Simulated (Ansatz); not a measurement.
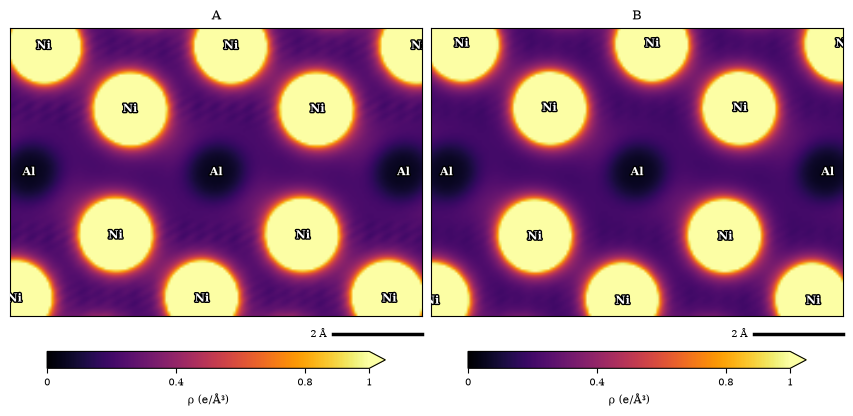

AlNi₃. The valence charge density (pseudo) of two cells that differ in size, on the (011̄) plane of each (indices in the axes of the calculation cell), at one length scale and on one colour scale: B has 12.0 Å³ an atom and A 11.4.

Method: DFT PBE, scalar-relativistic, plane waves, PAW (Ansatz).

Question: What does the compression do to the bonding and the properties?

Answer: From the larger cell to the smaller, Ni–Ni goes from 2.44 to 2.39 Å, and the density at its midpoint from 0.34 to 0.37 e/Å³; Al–Ni goes from 2.44 to 2.39 Å, and the density at its midpoint from 0.31 to 0.33 e/Å³; the pressure goes from −6 to 2.8 GPa.

PAW datasets: the set soft_1.
